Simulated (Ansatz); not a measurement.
Input of the run:

```
crystal:
  lattice:
    - [6.6501031496, 0.0, 0.0]
    - [0.0, 6.6501031496, 0.0]
    - [0.0, 0.0, 24.7957773622]
  atoms:
    - { symbol: Li, position: [0.25, 0.75, 0.3226355796] }
    - { symbol: Li, position: [0.25, 0.25, 0.3226355796] }
    - { symbol: Li, position: [0.75, 0.75, 0.3226355796] }
    - { symbol: Li, position: [0.75, 0.25, 0.3226355796] }
    - { symbol: Li, position: [0.5, 0.5, 0.389684326] }
    - { symbol: Li, position: [0.5, 0.0, 0.389684326] }
    - { symbol: Li, position: [0.0, 0.5, 0.389684326] }
    - { symbol: Li, position: [0.0, 0.0, 0.389684326] }
    - { symbol: Li, position: [0.7499343422, 0.2495202386, 0.4578230892] }
    - { symbol: Li, position: [0.7499750341, 0.7504686468, 0.4558817324] }
    - { symbol: Li, position: [0.2501081398, 0.2657836718, 0.4619864701] }
    - { symbol: Li, position: [0.2500551564, 0.7307288627, 0.4618835411] }
    - { symbol: Li, position: [0.0076399614, -0.0087691088, 0.5296921875] }
    - { symbol: Li, position: [-0.029052448, 0.5046219543, 0.5434062168] }
    - { symbol: Li, position: [0.4923016481, -0.0090218369, 0.5297454694] }
    - { symbol: Li, position: [0.5295377062, 0.504275342, 0.5434786833] }
basis:
  ecutwfc: 420
kpoints:
  mp_grid: { grid: [3, 3, 1] }
hamiltonian:
  xc: pbe
  dispersion: d3bj
scf:
  occupations: { method: gaussian, width: 0.1 }
output:
  forces: true
  eigenvalues: true
  write_density: true
  volumetric_format: npy
efield:
  axis: 3
  dipole_correction: true
  ramp_width: 0.04
```

Launched with:
```bash
ansatz run input.yaml --threads 2 --pin off --max-ram 6144MiB --backend cpu --events-out ev --progress --plain --runs-dir out
```

What does the potential across the slab give for the work function?

The work function is 3.11 eV, the same on both faces. The two vacuum levels agree, so the slab has no net dipole along its normal. The outermost atoms are 5.5 Å apart, which leaves 19.3 Å of vacuum in a cell 24.8 Å high.

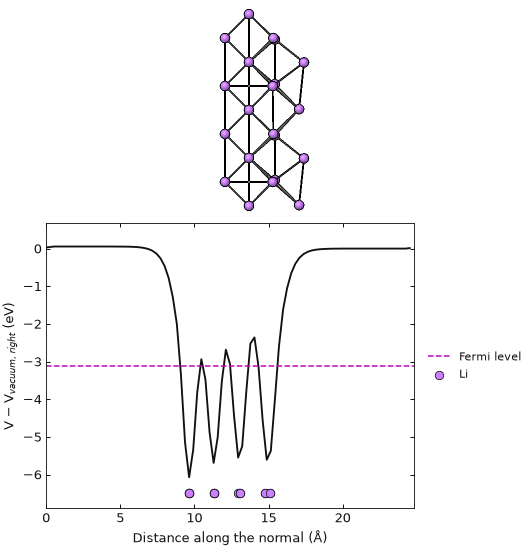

Plane-averaged electrostatic potential energy of an electron across the slab; circles at the bottom mark the heights of the atoms. The structure is drawn too.
